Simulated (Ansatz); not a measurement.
Cell and atoms:

```
CELL_PARAMETERS angstrom
3.07536 0.06074 0.00000
-1.48508 2.63297 0.00000
0.00000 0.00000 5.04811
ATOMIC_POSITIONS crystal
Si 0.33226 0.66543 0.49960
Si 0.66684 0.33226 0.99960
C 0.32763 0.66597 0.87540
C 0.67147 0.33172 0.37540
```

### Work out the structure from the coordinates.

This is SiC. Strictly the space group is P2_1 (No. 4, within 0.01 Å). It is a distorted form of a primitive hexagonal structure, space group P6_3mc (No. 186) within 0.25 Å: wurtzite. Content of the cell: 2 Si, 2 C (Z = 2). The neighbours of Si are four C in a tetrahedral arrangement at 1.87 to 1.90 Å. Around each C lie four Si in a tetrahedral arrangement at 1.87 to 1.90 Å. The bonds build a three-dimensional framework.

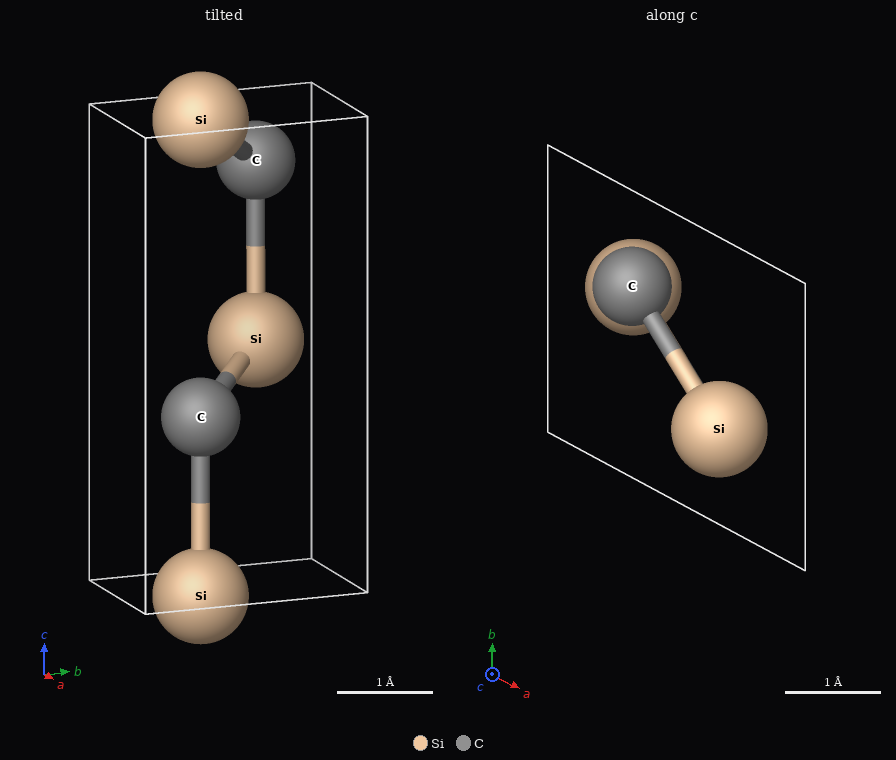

An orthographic ball-and-stick view of the structure, slightly off an axis and along the c axis. Atoms at the boundary of the unit cell (the box) are drawn once for each face, edge or corner they touch. Colours: silicon light orange, carbon grey.

It goes back to a structure listed in the Materials Project. The cell was then strained or its atoms displaced on purpose. It was the input of a calculation with Ansatz.
